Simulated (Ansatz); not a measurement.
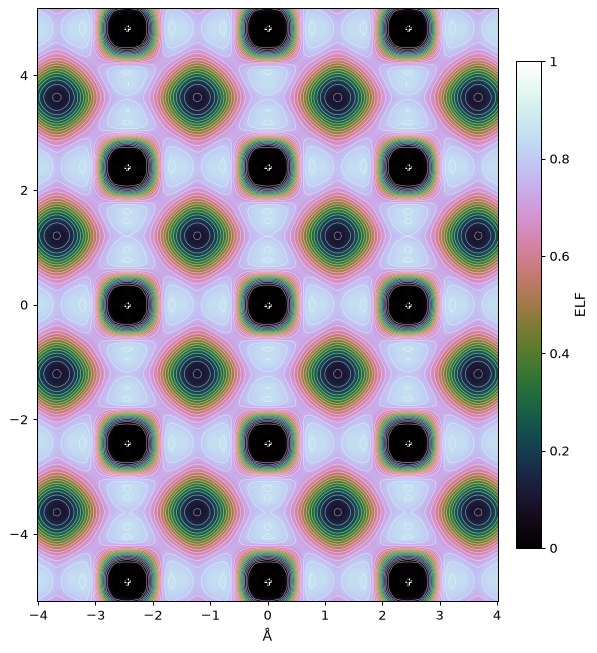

The electron localisation function on a plane through atoms (crosses mark nuclei in the plane).

The calculation used Ansatz 0.2.0, DFT r2SCAN, scalar-relativistic, plane waves, PAW.

Candidates:
A. P, a = 2.45 Å, b = 2.45 Å, c = 4.82 Å, α = 90.00°, β = 89.99°, γ = 90.00°. Space group P4/mmm; a structure from a database of computed crystals, not necessarily the ambient phase.
B. Pb, a = 3.48 Å, b = 3.48 Å, c = 5.69 Å, α = 90.00°, β = 90.00°, γ = 120.00°. Space group P6₃/mmc; changed on purpose from its base cell (strain +0.0175 x Voigt [0, 0, 1, 0, 0, 0], atoms carried along).

**Which candidate gave the map?**

Candidate A: P on the (100) plane of the calculation cell, which holds P. P–P (2.42 Å): the ELF peaks at about 0.85 between the atoms. P–P (2.45 Å): the ELF peaks at about 0.85 between the atoms.
